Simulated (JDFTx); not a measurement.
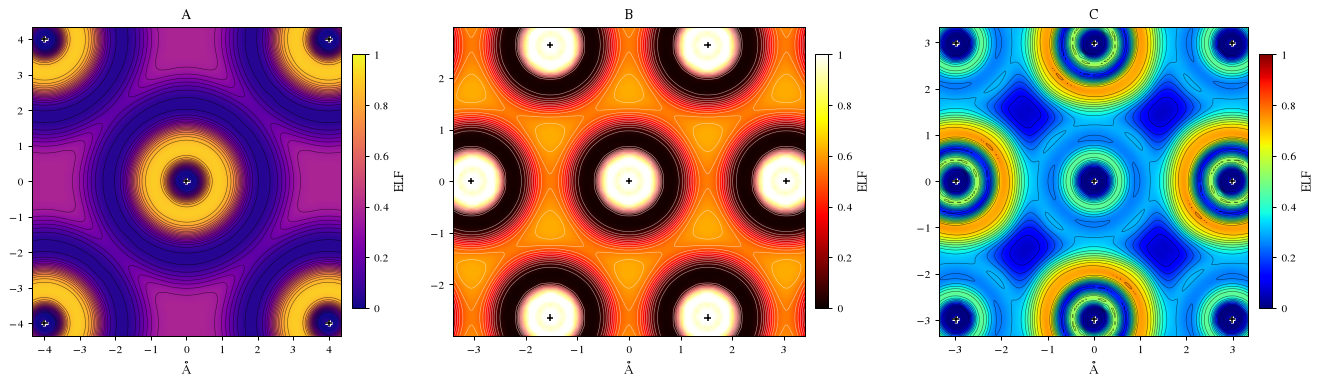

The electron localisation function of 3 systems, each on a plane through atoms (crosses mark nuclei in the plane).

All numbers below come from Kohn-Sham DFT of a periodic cell, PBE, PseudoDojo-SR-PBE-0.5-standard in JDFTx 1.7.0 (patched build).

System 1: Cs, the (001) plane of the conventional cell. Space group Fm-3m; a structure from a database of computed crystals, not necessarily the ambient phase.

```xyz
4
Lattice="8.0006 0.0000 0.0000 0.0000 8.0006 0.0000 0.0000 0.0000 8.0006" Properties=species:S:1:pos:R:3 pbc="T T T"
Cs    0.0000    0.0000    0.0000
Cs    4.0003    4.0003    0.0000
Cs    4.0003    0.0000    4.0003
Cs    0.0000    4.0003    4.0003
```

System 2: SnSe, the (010) plane of the conventional cell. Space group Fm-3m; computed pressure about 2 GPa in this cell.

System 3: Li, the (111) plane of the conventional cell. Space group Fm-3m.

```
Li
1.0
     4.31410    0.00000    0.00000
     0.00000    4.31410    0.00000
     0.00000    0.00000    4.31410
Li
4
Direct
  0.00000 0.00000 0.00000
  0.50000 0.50000 0.00000
  0.50000 0.00000 0.50000
  0.00000 0.50000 0.50000
```

Q: Match each panel to its system.

A: Panel A is system 1, Cs: the plane holds Cs. Cs–Cs (5.66 Å): the ELF is about 0.15 at the midpoint: no shared electron pair shows on this line. Panel B is system 3, Li: the plane holds Li. Li–Li (3.05 Å): the ELF reaches about 0.55 near the midpoint. Panel C is system 2, SnSe: the plane holds Sn and Se. Sn–Se (2.99 Å): the ELF is about 0.40 at the midpoint.
